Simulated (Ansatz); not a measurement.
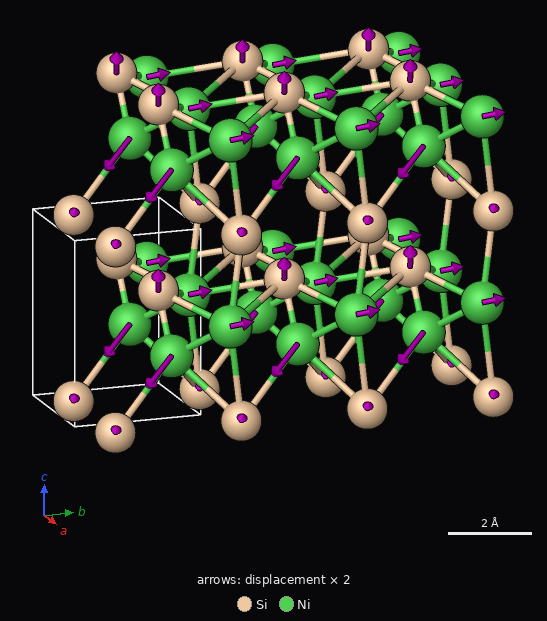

A relaxation of a crystal of SiNi (set up in P1). The starting structure is drawn; purple arrows show the displacements (the part carried along by the change of the cell is left out), magnified 2 times.

A ball-and-stick model of the cell of the calculation, repeated 2 × 3 × 2 with one cell outlined, seen slightly off an axis.

Case: all atoms moved at random, sigma 0.25 Å for each component; relaxed back.

These are results of DFT PBE, scalar-relativistic, plane waves, PAW (Ansatz), not measurements.

Input
```yaml
crystal:
  lattice:
    - [3.0552835571, 0.0, 0.0]
    - [0.0, 3.2583147393, 0.0]
    - [0.0, 0.0, 4.7093899656]
  atoms:
    - { symbol: Si, position: [0.4260774818, 0.5229048063, 0.7696547689] }
    - { symbol: Si, position: [-0.0317539728, 0.0027247946, 0.1324029129] }
    - { symbol: Ni, position: [0.613129713, 0.5668400971, 0.4482954757] }
    - { symbol: Ni, position: [-0.007453222, -0.0924696979, 0.6496468425] }
basis:
  ecutwfc: 420
kpoints:
  mp_grid: { grid: [12, 10, 8] }
hamiltonian:
  xc: pbe
scf:
  occupations: { method: gaussian, width: 0.15 }
output:
  forces: true
  stress: true
  eigenvalues: true
relax:
  adjacent_minimum: "off"
  f_tol: 0.01
  max_steps: 80
  cell: { stress_tol: 0.1 }
```

Run as
```bash
ansatz run input.yaml --threads 2 --pin off --max-ram 5120MiB --backend cpu --events-out ev --progress --plain --runs-dir out
```

> Which element moves most?

Nickel: up to 0.64 Å, against 0.42 Å for silicon.

> What happened in the run?

The largest move relative to the cell is that of Ni3, 0.64 Å along [−2 −1 −2]. By element the largest moves are Ni 0.64 Å, Si 0.42 Å. The volume changes by −0.2 %, with a 3.055 → 2.993 Å (−2.1 %), b 3.258 → 3.313 Å (+1.7 %), c 4.709 → 4.718 Å (+0.2 %). Some distances before and after: Si1–Ni3 3.250 → 2.356 Å, Ni3–Ni4 1.864 → 2.685 Å, Si1–Ni3 (another image) 1.624 → 2.362 Å, Si2–Ni3 3.078 → 2.396 Å. New bonds form, among them: Si1–Ni3 (3.25 → 2.36 Å), Si2–Ni3 (3.08 → 2.40 Å). Bonds break, among them: Ni3–Ni4 (1.86 → 2.68 Å). Bond angles that change, for instance: Si1–Ni3–Si2 144.5° → 111.3°, Si2–Ni3–Si2 110.0° → 137.4°, Ni3–Si2–Ni3 110.0° → 137.4°. The space group (tolerance 0.01 Å) goes from P1 (No. 1) to Pmmn (No. 59). The energy falls by 2050 meV per atom in 8 accepted moves (9 points after the start). The largest force component goes from 23 to 0.0006 eV/Å. Pressure: 71.21 GPa at the start and −0.05 GPa at the end. The SCF was repeated once at an unchanged geometry on a basis and grid sized afresh for the cell, which shifted the energy by less than 0.05 meV per atom at most.

Limits of the set-up: an element that often carries a moment was run without spin polarisation.
